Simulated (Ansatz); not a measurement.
Single-point calculation of Ga32Sb32 (part 2 of 2)

Ga32Sb32 (64 atoms in the cell); DFT, HSE06, PAW, plane waves (Ansatz 0.2.0); cutoff 420 eV, 1×1×1 k-mesh, Fermi–Dirac smearing of 0.01 eV. The structure was built on a prototype by a generator.

What the program printed, continued:
```
SCF iter   1: F=—  HF=-328719.691193 eV  |F-HF|=—  |Δ(HF+E_count)|=         —  Δρ=9.11e-4  dr2=7.62e-3  ethr=9.70e-5  ⟨swp⟩=3.0  Hψ=1144  notcnv=0
preconditioner: auto → none  [insulator: Δε(μ)=0.870 eV  Ē_g=16.172 eV  σ=0.010 eV  W_gap=1.00  n_scr=460 (ndim 8)  ℏωp=20.8 eV  f_vac=0.095  D(μ)=0.00/eV (n_scr^D=0)]
SCF iter   2: F=—  HF=-328719.697264 eV  |F-HF|=—  |Δ(HF+E_count)|=   6.07e-3  Δρ=5.44e-4  dr2=2.41e-3  ethr=7.72e-7  ⟨swp⟩=5.0  Hψ=1830  notcnv=0
SCF iter   3: F=—  HF=-328719.696723 eV  |F-HF|=—  |Δ(HF+E_count)|=   5.40e-4  Δρ=4.67e-5  dr2=9.29e-5  ethr=2.36e-7  ⟨swp⟩=3.0  Hψ=1146  notcnv=0
SCF iter   4: F=—  HF=-328719.697367 eV  |F-HF|=—  |Δ(HF+E_count)|=   6.44e-4  Δρ=2.56e-5  dr2=1.42e-5  ethr=4.66e-9  ⟨swp⟩=6.0  Hψ=1688  notcnv=0
SCF iter   5: F=-328719.697360 eV  HF=-328719.697360 eV  |F-HF|=1.14e-7  |Δ(HF+E_count)|=   7.26e-6  Δρ=2.93e-6  dr2=9.10e-7  ethr=1.50e-9  ⟨swp⟩=4.0  Hψ=1341  notcnv=0
SCF 3 stopped early in 5 iterations: F = -328719.697360 eV  dr2 = 9.10e-7
hybrid outer 2: dexx = +6.858e-3 eV, tail = 2.68e-5 eV, Δε = 3.47e-2 eV (about 6.66e-4 eV left of the loop's levels)
SCF iter   1: F=—  HF=-328719.697227 eV  |F-HF|=—  |Δ(HF+E_count)|=         —  Δρ=7.81e-6  dr2=1.87e-6  ethr=1.50e-8  ⟨swp⟩=16.0  Hψ=1425  notcnv=0
preconditioner: auto → none  [insulator: Δε(μ)=0.881 eV  Ē_g=16.164 eV  σ=0.010 eV  W_gap=1.00  n_scr=460 (ndim 8)  ℏωp=20.8 eV  f_vac=0.095  D(μ)=0.00/eV (n_scr^D=0)]
SCF iter   2: F=—  HF=-328719.697227 eV  |F-HF|=—  |Δ(HF+E_count)|=   5.26e-8  Δρ=2.63e-6  dr2=1.99e-7  ethr=1.81e-10  ⟨swp⟩=4.0  Hψ=1563  notcnv=0
SCF iter   3: F=—  HF=-328719.697228 eV  |F-HF|=—  |Δ(HF+E_count)|=   1.04e-6  Δρ=1.89e-6  dr2=1.02e-7  ethr=7.18e-12  ⟨swp⟩=7.0  Hψ=1829  notcnv=0  defer=12
SCF iter   4: F=-328719.697228 eV  HF=-328719.697228 eV  |F-HF|=9.90e-10  |Δ(HF+E_count)|=   3.24e-8  Δρ=2.22e-7  dr2=4.74e-9  ethr=7.18e-12  ⟨swp⟩=6.0  Hψ=1185  notcnv=0  defer=12
SCF 4 converged in 4 iterations: F = -328719.697228 eV  dr2 = 4.74e-9
  Residual-converged pass: ⟨swp⟩=2.0  Hψ=976  notcnv=0  max |occ|·‖R‖ = 6.6e-6 eV (tolerance 6.7e-6 eV)  dr2=4.98e-9  dr2_onsite=1.06e-9  max |Δocc| = 0.0e0
```

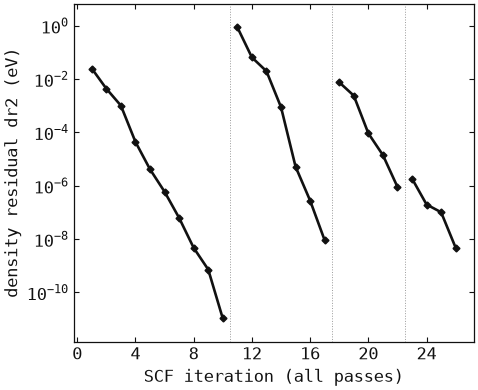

Convergence of the self-consistent field: density residual dr2 against the SCF iteration. The run starts with a semilocal functional; after that each stretch between dotted lines is one SCF of the hybrid functional between two exact rebuilds of the exchange operator by the outer loop. Early passes are stopped at a loose threshold. The passes take 10, 7, 5 and 4 iterations.

```
hybrid outer 3: dexx = +1.038e-6 eV, tail = 2.57e-8 eV, Δε = 4.87e-4 eV (about 1.79e-5 eV left of the loop's levels)
NSCF: frozen V_eff on 1 k-points
hybrid SCF converged: 3 outer / 16 inner (+10 warm-up), last move |dexx| = 1.04e-6 eV, tail = 2.57e-8 eV
Stability not checked: this state was not tested for a lower state beside it, because the functional holds exact exchange (a hybrid, or Hartree-Fock), whose exchange loop this test does not read (fock_operator; see scf.lower_state_search)
Free energy (F): -328719.697228 eV
Harris-Foulkes:  -328719.697228 eV  (|F-HF|=9.90e-10)
Internal energy: -328719.697228 eV  (E = F + TS)
E sigma→0 (E₀):  -328719.697228 eV
Fermi energy:    7.809961 eV
--- Per-component energies (eV) ---
  E_band       = -10325.257578
  E_kinetic    = 10313.224680
  E_local      = -125438.454256  (includes V_loc(G=0)·N_el)
  E_nonlocal   = 25252.208201
  E_hartree    = 57913.560185
  E_xc         = -5318.407993
  E_vxc        = -3952.538077  (∫ρ·V_xc dr)
  E_exx        = -2839.469668  (= α·E_x^exact, valence–valence)
  E_paw        = -208823.240147  (= ΣΔE_a)
  E_vpaw       = -26647.871359  (= ΣTr[D̂ρ^β])
  E_aug_tail   = -0.003119  (compensation charges beyond the density's cutoff)
  E_ewald      = -79783.516940
  E_core_change = 4.401809  (= ΣΔE_core)
  E_smearing   = -0.000000  (= −TS)
  E_closure    = 0.000020  (closes the sum)
  Σ components = -328719.697228   (vs F -328719.697228, Δ=0.00e0)
--- Forces (eV/Å), atoms counted from 1 ---
  atom   1  Ga    -0.00000000     0.00000000    -0.00000000
  atom   2  Ga    -0.00000000     0.00000000     0.00000000
  atom   3  Ga    -0.00000000    -0.00000000     0.00000000
  atom   4  Ga     0.00000000    -0.00000000    -0.00000000
  atom   5  Ga     0.00000000     0.00000000    -0.00000000
  atom   6  Ga     0.00000000     0.00000000     0.00000000
  atom   7  Ga    -0.00000000     0.00000000     0.00000000
  atom   8  Ga     0.00000000     0.00000000    -0.00000000
  atom   9  Ga     0.00000000    -0.00000000     0.00000000
  atom  10  Ga     0.00000000     0.00000000     0.00000000
  atom  11  Ga     0.00000000    -0.00000000    -0.00000000
  atom  12  Ga     0.00000000    -0.00000000    -0.00000000
  atom  13  Ga    -0.00000000    -0.00000000     0.00000000
  atom  14  Ga     0.00000000     0.00000000     0.00000000
  atom  15  Ga    -0.00000000     0.00000000    -0.00000000
  atom  16  Ga     0.00000000     0.00000000     0.00000000
  atom  17  Ga     0.00000000    -0.00000000     0.00000000
  atom  18  Ga    -0.00000000    -0.00000000    -0.00000000
  atom  19  Ga     0.00000000     0.00000000     0.00000000
  atom  20  Ga     0.00000000     0.00000000     0.00000000
  atom  21  Ga    -0.00000000     0.00000000    -0.00000000
  atom  22  Ga     0.00000000    -0.00000000    -0.00000000
  atom  23  Ga     0.00000000     0.00000000    -0.00000000
  atom  24  Ga     0.00000000     0.00000000    -0.00000000
  atom  25  Ga    -0.00000000     0.00000000    -0.00000000
  atom  26  Ga    -0.00000000     0.00000000    -0.00000000
  atom  27  Ga    -0.00000000    -0.00000000     0.00000000
  atom  28  Ga     0.00000000     0.00000000    -0.00000000
  atom  29  Ga    -0.00000000     0.00000000    -0.00000000
  atom  30  Ga    -0.00000000     0.00000000     0.00000000
  atom  31  Ga     0.00000000     0.00000000    -0.00000000
  atom  32  Ga    -0.00000000     0.00000000    -0.00000000
  atom  33  Sb    -0.00000000    -0.00000000     0.00000000
  atom  34  Sb    -0.00000000     0.00000000    -0.00000000
  atom  35  Sb    -0.00000000     0.00000000    -0.00000000
  atom  36  Sb    -0.00000000     0.00000000    -0.00000000
  atom  37  Sb     0.00000000    -0.00000000     0.00000000
  atom  38  Sb     0.00000000    -0.00000000    -0.00000000
  atom  39  Sb    -0.00000000    -0.00000000     0.00000000
  atom  40  Sb    -0.00000000     0.00000000    -0.00000000
  atom  41  Sb    -0.00000000    -0.00000000    -0.00000000
  atom  42  Sb    -0.00000000     0.00000000     0.00000000
  atom  43  Sb     0.00000000    -0.00000000    -0.00000000
  atom  44  Sb    -0.00000000    -0.00000000     0.00000000
  atom  45  Sb    -0.00000000     0.00000000    -0.00000000
  atom  46  Sb    -0.00000000    -0.00000000     0.00000000
  atom  47  Sb    -0.00000000     0.00000000     0.00000000
  atom  48  Sb     0.00000000    -0.00000000     0.00000000
  atom  49  Sb    -0.00000000    -0.00000000    -0.00000000
  atom  50  Sb    -0.00000000    -0.00000000    -0.00000000
  atom  51  Sb    -0.00000000     0.00000000    -0.00000000
  atom  52  Sb     0.00000000    -0.00000000    -0.00000000
  atom  53  Sb    -0.00000000     0.00000000     0.00000000
  atom  54  Sb    -0.00000000    -0.00000000     0.00000000
  atom  55  Sb     0.00000000    -0.00000000     0.00000000
  atom  56  Sb    -0.00000000     0.00000000     0.00000000
  atom  57  Sb    -0.00000000     0.00000000    -0.00000000
  atom  58  Sb    -0.00000000     0.00000000    -0.00000000
  atom  59  Sb    -0.00000000     0.00000000    -0.00000000
  atom  60  Sb    -0.00000000    -0.00000000    -0.00000000
  atom  61  Sb    -0.00000000     0.00000000    -0.00000000
  atom  62  Sb     0.00000000     0.00000000    -0.00000000
  atom  63  Sb     0.00000000     0.00000000     0.00000000
  atom  64  Sb     0.00000000     0.00000000    -0.00000000
  max |Σ_I F_I| component: 2.77e-23 eV/Å
--- Band table (eV) ---
  k-point 0: bands = ["-23.5640", "-23.5640", "-23.5640", "-23.5625", "-23.5625", "-23.5625", "-23.5625", "-23.5625", "-23.5625", "-23.5610", ... 328 levels left out ..., "-3.5383", "-3.4015", "-3.4015", "-3.4015", "-3.4015", "-2.4675", "-2.4675", "-2.4675", "-2.4196", "-2.4196", "-2.4196", "-2.4196", "-2.4196", "-2.4196", "-0.0130", "-0.0130", "-0.0130", "0.1438", "0.1438", "0.1438", "0.1438", "0.1438", "0.1438", "0.4674", "0.4674", "0.4674", "0.4674", "1.4422", "1.4422",
      "1.4422", "1.4422", "1.4422", "1.4422", "1.4422", "1.4422", "1.4422", "1.4422", "1.4422", "1.4422", "3.1236", "3.1236", "3.1236", "3.1236", "3.1236", "3.1236", "3.7618", "3.7618", "3.7618", "3.7618", "3.7618", "3.7618", "3.9498", "3.9498", "3.9498", "3.9498", "3.9498", "3.9498", "3.9498", "3.9498", "3.9498", "3.9498", "3.9498", "3.9498", "4.0086", "4.0086", "4.0086", "4.0086", "4.0086", "4.0086",
      "4.5783", "4.5783", "4.5783", "4.5783", "4.5783", "4.5783", "5.5858", "5.5858", "5.5858", "5.5858", "5.5858", "5.5858", "5.5858", "5.5858", "5.5858", "5.5858", "5.5858", "5.5858", "6.0490", "6.0490", "6.0490", "6.0490", "6.0490", "6.0490", "6.0490", "6.0490", "6.0490", "6.0490", "6.0490", "6.0490", "6.1209", "6.1209", "6.1209", "6.1209", "6.1209", "6.1209", "6.1209", "6.1209", "7.3641", "7.3641",
      "7.3641", "8.2449", "8.4382", "8.4382", "8.4382", "8.4382", "8.8451", "8.8451", "8.8451", "9.1581", "9.1581", "9.1581", "9.2127", "9.2127", "9.2127", "9.2127", "9.2127", "9.2127", "10.0698", "10.0698", "10.0698", "10.0698", "10.0698", "10.0698", "10.0698", "10.0698", "10.0698", "10.0698", "10.0698", "10.0698", "10.7969", "10.7969", "10.7969", "10.7969", "10.7969", "10.7969", "10.8180", "10.8180", "10.8180", "11.8227",
      "11.8227", "11.8227", "11.8227", "11.8227", "11.8227", "11.8227", "11.8227", "11.9007", "11.9007", "11.9007", "11.9007", "11.9007", "11.9007", "12.3446", "12.3446", "12.3446", "12.3446", "12.3446", "12.3446", "12.6338", "12.6338", "12.6338", "12.6338", "12.6338", "12.6338", "12.7937", "12.7937", "12.7937", "12.7937", "12.7937", "12.7937", "12.7937", "12.7937", "12.7937", "12.7937", "12.7937", "12.7937", "12.8490", "12.8490", "12.8490",
      "12.8490", "12.8490", "12.8490", "12.8721", "12.8721", "12.8721", "12.8721", "12.8721", "12.8721", "12.8721", "12.8721"]
--- Löwdin populations: 64 sites ---
  site symbol       q [e]
     0     Ga     13.2363
     1     Ga     13.2363
     2     Ga     13.2363
     3     Ga     13.2363
     4     Ga     13.2363
     5     Ga     13.2363
     6     Ga     13.2363
     7     Ga     13.2363
     8     Ga     13.2363
     9     Ga     13.2363
    10     Ga     13.2363
    11     Ga     13.2363
    12     Ga     13.2363
    13     Ga     13.2363
    14     Ga     13.2363
    15     Ga     13.2363
    16     Ga     13.2363
    17     Ga     13.2363
    18     Ga     13.2363
    19     Ga     13.2363
    20     Ga     13.2363
    21     Ga     13.2363
    22     Ga     13.2363
    23     Ga     13.2363
    24     Ga     13.2363
    25     Ga     13.2363
    26     Ga     13.2363
    27     Ga     13.2363
    28     Ga     13.2363
    29     Ga     13.2363
    30     Ga     13.2363
    31     Ga     13.2363
    32     Sb     14.7208
    33     Sb     14.7208
    34     Sb     14.7208
    35     Sb     14.7208
    36     Sb     14.7208
    37     Sb     14.7208
    38     Sb     14.7208
    39     Sb     14.7208
    40     Sb     14.7208
    41     Sb     14.7208
    42     Sb     14.7208
    43     Sb     14.7208
    44     Sb     14.7208
    45     Sb     14.7208
    46     Sb     14.7208
    47     Sb     14.7208
    48     Sb     14.7208
    49     Sb     14.7208
    50     Sb     14.7208
    51     Sb     14.7208
    52     Sb     14.7208
    53     Sb     14.7208
    54     Sb     14.7208
    55     Sb     14.7208
    56     Sb     14.7208
    57     Sb     14.7208
    58     Sb     14.7208
    59     Sb     14.7208
    60     Sb     14.7208
    61     Sb     14.7208
    62     Sb     14.7208
    63     Sb     14.7208
  spilling = 0.001531 (of n_electrons = 896.000000)
```
